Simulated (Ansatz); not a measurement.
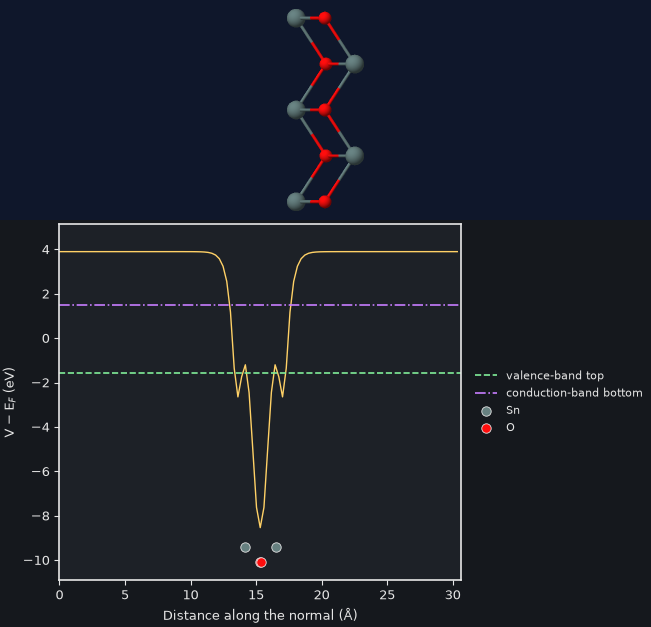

Plane-averaged electrostatic potential energy of an electron across the slab; circles at the bottom mark the heights of the atoms (positions after relaxation). The structure is drawn too.

Structure: SnO (slab), 4 atoms in the cell, strain along y −0.020, atoms relaxed; a = 3.82 Å, b = 3.74 Å, c = 30.63 Å, α = 90.00°, β = 90.00°, γ = 90.00°.

Computed with Ansatz 0.2.0: DFT PBE+D3(BJ), scalar-relativistic, plane waves, PAW, no spin polarisation, 6×6×1 k mesh, Gaussian smearing of 0.02 eV.

### What are the ionisation potential and the electron affinity of the slab?

From the vacuum level at the right face the ionisation potential is 5.45 eV and the electron affinity 2.40 eV; the left face gives the same. The slab's gap, their difference before rounding, is 3.05 eV. The two vacuum levels agree, so the slab has no net dipole along its normal.

### How thick are slab and vacuum?

The outermost atoms are 2.4 Å apart, which leaves 28.2 Å of vacuum in a cell 30.6 Å high.
